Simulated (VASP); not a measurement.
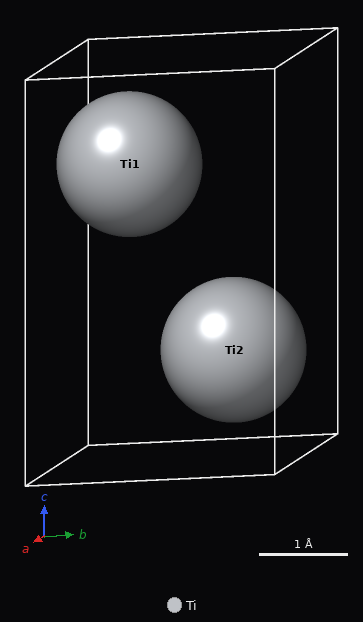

Figure 1. The input geometry of run 1 (spheres-only view of the cell of the calculation, seen slightly off an axis; atoms are numbered from 1 in the order of the input). An atom can appear more than once, as a periodic image.

# Two runs on Ti

System: Ti (P6₃/mmc, 2 atoms in the cell).
Method of run 1: Kohn-Sham DFT of a periodic cell, PBEsol, VASP PAW PBE potentials, recommended, no spin polarisation (VASP 6.6.1).

The structure derives from an entry of the Crystallography Open Database. 

INCAR, run 1:
```
SYSTEM = Ti
PREC = Accurate ; ENCUT = 650
EDIFF = 1E-7 ; ISMEAR = 0
SIGMA = 0.05 ; LREAL = .False.
LASPH = .True. ; NELM = 120
ALGO = Normal ; ISIF = 2
LWAVE = .False. ; LCHARG = .False.
GGA = PS ; NBANDS = 66
```

KPOINTS, run 1:
```
Automatic mesh
0
Gamma
  16 16 9
  0 0 0
```

POSCAR, run 1:
```
Ti
1.0
    2.9500000000      0.0000000000      0.0000000000
   -1.4750000000      2.5547749412      0.0000000000
    0.0000000000      0.0000000000      4.6800000000
Ti
2
Direct
    0.6666666667      0.3333333333      0.7500000000
    0.3333333333      0.6666666667      0.2500000000
```

Launched with:
```bash
cat potpaw_PBE.64/Ti_sv/POTCAR > POTCAR
mpirun -np 1 vasp_std > vasp.out
```

Hardware: 1 thread of AMD EPYC (Zen 3), 64 GiB of memory available, shared host.

OSZICAR and lines of OUTCAR (run 1):
```
N       E                     dE             d eps       ncg     rms          rms(c)
DAV:   1     0.297607287349E+03    0.29761E+03   -0.84009E+03 20504   0.519E+02
DAV:   2     0.185350336489E+02   -0.27907E+03   -0.25698E+03 19898   0.176E+02
DAV:   3    -0.175716254435E+02   -0.36107E+02   -0.33670E+02 27312   0.597E+01
DAV:   4    -0.190606822913E+02   -0.14891E+01   -0.14803E+01 22994   0.114E+01
DAV:   5    -0.190680403591E+02   -0.73581E-02   -0.73573E-02 22350   0.746E-01    0.123E+01
DAV:   6    -0.166771400253E+02    0.23909E+01   -0.10642E+00 25430   0.841E+00    0.299E+00
DAV:   7    -0.166328544107E+02    0.44286E-01   -0.14243E-01 24482   0.146E+00    0.196E+00
DAV:   8    -0.166479346506E+02   -0.15080E-01   -0.11059E-01 20806   0.135E+00    0.541E-01
DAV:   9    -0.166437501560E+02    0.41845E-02   -0.53289E-03 23396   0.455E-01    0.984E-02
DAV:  10    -0.166440874135E+02   -0.33726E-03   -0.97361E-04 22730   0.710E-02    0.753E-02
DAV:  11    -0.166440897916E+02   -0.23782E-05   -0.62643E-05 22284   0.244E-02    0.269E-02
DAV:  12    -0.166440831319E+02    0.66597E-05   -0.10773E-05 27430   0.167E-02    0.377E-03
DAV:  13    -0.166440833685E+02   -0.23660E-06   -0.13421E-06 22298   0.419E-03    0.181E-03
DAV:  14    -0.166440835480E+02   -0.17948E-06   -0.10669E-07 21722   0.809E-04    0.292E-04
DAV:  15    -0.166440836023E+02   -0.54266E-07   -0.61252E-09 11886   0.199E-04
   1 F= -.16644084E+02 E0= -.16642829E+02  d E =-.250943E-02
[... from OUTCAR:]
  free energy    TOTEN  =       -16.64408360 eV
  energy without entropy =      -16.64157418  energy(sigma->0) =      -16.64282889
 E-fermi :   8.0628     XC(G=0): -11.5621     alpha+bet :-15.9287
  free  energy   TOTEN  =       -16.6440836023 eV
  energy  without entropy=      -16.6415741772  energy(sigma->0) =      -16.64282889
```

The input of run 2 differs as follows (lines with − go, lines with + come):
```diff
-PREC = Accurate ; ENCUT = 650
+PREC = Accurate ; ENCUT = 340
-GGA = PS ; NBANDS = 66
+GGA = PS ; NBANDS = 28
```

How does run 2 compare with run 1?

The total energies belong to different methods, so their difference says nothing on which is more stable or more accurate. The pressure goes from −6.02 to −6.59 GPa. The number of SCF iterations is the same. The plane waves at Γ go from 1342.0 to 537.0. On the same kind of shared host run 2 took about 0.13 times as long.

OSZICAR and lines of OUTCAR (run 2):
```
N       E                     dE             d eps       ncg     rms          rms(c)
DAV:   1     0.243199706941E+03    0.24320E+03   -0.90546E+03  8560   0.829E+02
DAV:   2     0.891597130191E+01   -0.23428E+03   -0.22457E+03  8572   0.279E+02
DAV:   3    -0.183501317122E+02   -0.27266E+02   -0.26618E+02 15356   0.836E+01
DAV:   4    -0.190534241044E+02   -0.70329E+00   -0.70165E+00  9248   0.139E+01
DAV:   5    -0.190625492909E+02   -0.91252E-02   -0.91247E-02  9708   0.152E+00    0.122E+01
DAV:   6    -0.166570630812E+02    0.24055E+01   -0.30773E+00  9168   0.196E+01    0.282E+00
DAV:   7    -0.166125442580E+02    0.44519E-01   -0.38998E-01 12044   0.378E+00    0.202E+00
DAV:   8    -0.166202714626E+02   -0.77272E-02   -0.10007E-01  8792   0.304E+00    0.573E-01
DAV:   9    -0.166157695492E+02    0.45019E-02   -0.11773E-02  9976   0.115E+00    0.713E-02
DAV:  10    -0.166158221074E+02   -0.52558E-04   -0.80421E-04 10548   0.159E-01    0.789E-02
DAV:  11    -0.166158911068E+02   -0.68999E-04   -0.87757E-05  9324   0.491E-02    0.211E-02
DAV:  12    -0.166158863989E+02    0.47079E-05   -0.81153E-06 10412   0.257E-02    0.785E-03
DAV:  13    -0.166158856921E+02    0.70681E-06   -0.12765E-06  9112   0.626E-03    0.468E-04
DAV:  14    -0.166158858590E+02   -0.16693E-06   -0.51636E-08  7672   0.137E-03    0.731E-04
DAV:  15    -0.166158858249E+02    0.34077E-07   -0.83946E-09  4608   0.560E-04
   1 F= -.16615886E+02 E0= -.16614631E+02  d E =-.251049E-02
[... from OUTCAR:]
  free energy    TOTEN  =       -16.61588582 eV
  energy without entropy =      -16.61337534  energy(sigma->0) =      -16.61463058
 E-fermi :   8.0764     XC(G=0): -11.5646     alpha+bet :-15.9287
  free  energy   TOTEN  =       -16.6158858249 eV
  energy  without entropy=      -16.6133753364  energy(sigma->0) =      -16.61463058
```

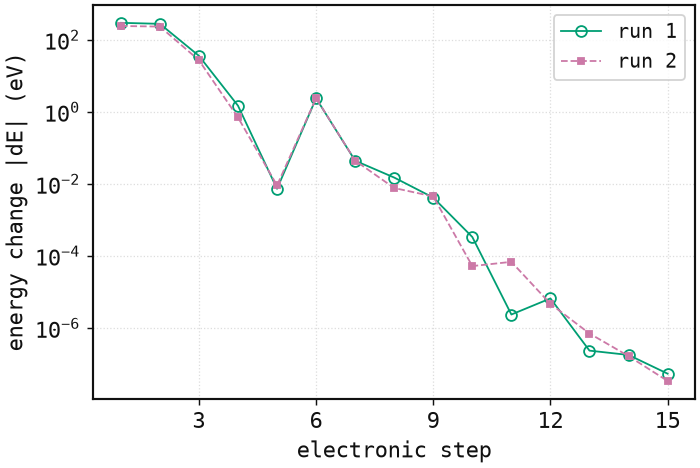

Figure 2. Convergence of the two runs: energy change |dE| against the electronic step. Run 1 takes 15 steps in all, and run 2 takes 15.

The two runs side by side:

| quantity | run 1 | run 2 |
| --- | --- | --- |
| outcome | converged | converged |
| free energy per atom (eV) | −8.3220 | −8.3079 |
| energy per atom, smearing taken to zero (eV) | −8.3214 | −8.3073 |
| gap on the mesh (eV) | 0.00 | 0.00 |
| pressure (GPa) | −6.02 | −6.59 |
| largest force (eV/Å) | 0.000 | 0.000 |
| SCF iterations | 15 | 15 |
| irreducible k-points | 150 | 150 |
| plane waves at Γ | 1342 | 537 |

For run 1: The cell is under a tension of 6.0 GPa at this level, so it is not at its equilibrium volume. For run 2: The settings depart from the standard set-up of this series, which can bear on the numbers.
